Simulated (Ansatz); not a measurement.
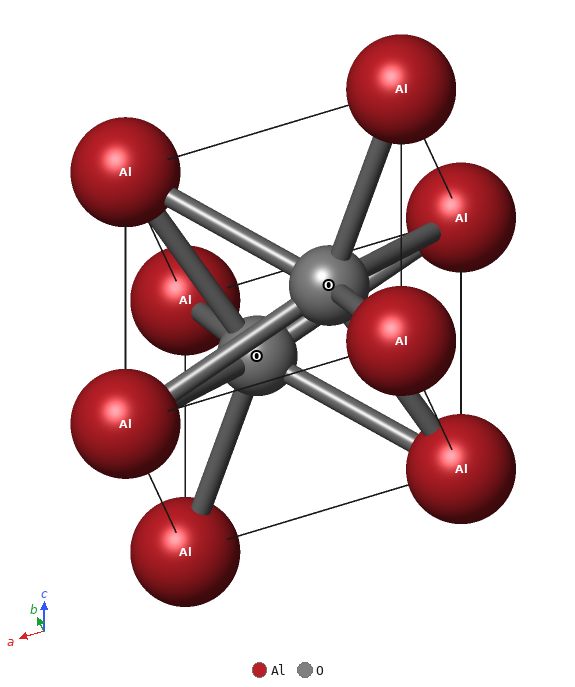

The image is a ball-and-stick drawing of a crystal, viewed from a general direction. The parallelepiped is the conventional unit cell. Cell: a = 3.478 Å, b = 3.478 Å, c = 2.624 Å, α = 90.00°, β = 90.00°, γ = 120.00°.

The material is AlO2. The atoms follow space group P6/mmm (No. 191); the Bravais lattice is primitive hexagonal. Among the common structure types it is AlB₂ type. Atoms per cell: 3 (1 Al, 2 O). Counting atoms within bonding range gives coordination numbers of Al 12 and O 6. Not all metal-metal contacts are counted.

Origin of the cell: a textbook structure type filled with these elements (whether it is the usual form wasn't checked). Earlier steps of the study may have refined or changed the cell and positions. Ansatz was used for an electronic-structure calculation on it.
